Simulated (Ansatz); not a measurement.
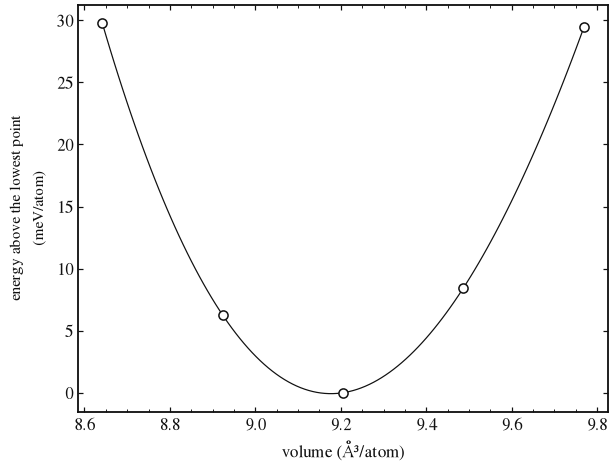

The picture above shows the energy above the lowest point against volume for TiO₂, space group Fm-3m (No. 225) (one of a set of cubic test structures, which need not be the stable phase).

Method: equation of state of a cubic crystal from periodic Kohn-Sham density functional theory without spin, third-order Birch-Murnaghan fit to the free energies; pressure corrected for the finite basis (Ansatz 0.2.0 development build). Level: r2SCAN.

- structure type: fluorite
- atoms in cell: 3
- space group number: 225
- lattice centring: face-centred primitive
- k mesh: 12×12×12
- occupation method: Fermi–Dirac
- occupation width: 0.1 eV
- wave cutoff: 1050 eV
- datasets: hand-made PAW
- density tolerance: 1e−09 eV
- bands: 16
- density cutoff ratio: 5
- search for lower states: default
- xc grid level: 2

From this curve and the settings, what does the calculation give for the pressure at the same points?

The pressure falls from 18.8 GPa at volume 8.6416 Å³/atom to −15.1 GPa at 9.7688 Å³/atom, and changes sign near 9.18 Å³/atom.

| volume (Å³/atom) | pressure (GPa) |
| --- | --- |
| 8.6416 | 18.8 |
| 8.9234 | 8.2 |
| 9.2052 | −0.8 |
| 9.4870 | −8.6 |
| 9.7688 | −15.1 |

Keep in mind: cubic model structure, not the ambient form.
